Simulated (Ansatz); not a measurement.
Consider this structure, Sc.

```cif
data_structure
_symmetry_space_group_name_H-M 'P 1'
_symmetry_Int_Tables_number 1
_cell_length_a 3.3901
_cell_length_b 3.3901
_cell_length_c 3.3901
_cell_angle_alpha 90.000
_cell_angle_beta 90.000
_cell_angle_gamma 90.000
_cell_volume 38.96
loop_
_atom_site_label
_atom_site_type_symbol
_atom_site_fract_x
_atom_site_fract_y
_atom_site_fract_z
_atom_site_occupancy
Sc1 Sc 0.00000 0.00000 0.00000 1
Sc2 Sc 0.50000 0.50000 0.50000 1
```

Structure used: the end point of a relaxation (final pressure about 15 GPa) with DFT, PAW plane waves, pbesol in Ansatz; the starting structure was generated, so it need not be a known form of this composition.

Q: Where will the first 4 clear peaks of its neutron PDF lie (peak width σ = 0.15 Å), and from which pairs do they come?

A: 1. 2.94 Å: Sc–Sc at 2.94 Å
2. 3.37 Å: Sc–Sc at 3.39 Å
3. 4.79 Å: Sc–Sc at 4.79 Å
4. 5.64 Å: Sc–Sc at 5.62–5.87 Å

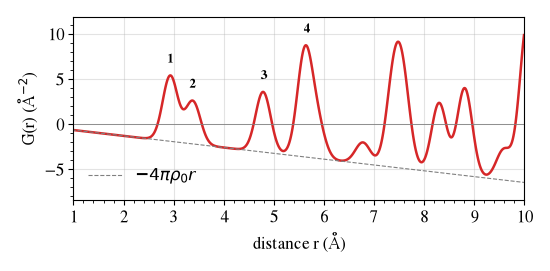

Simulated neutron pair distribution function, G(r) = R(r)/r − 4πρ₀r, summed over the atomic distances of the structure with each pair weighted by the product of the tabulated coherent neutron scattering lengths (natural isotope mix where the element has one); every distance is a Gaussian of σ = 0.15 Å. There is no Q-range truncation.
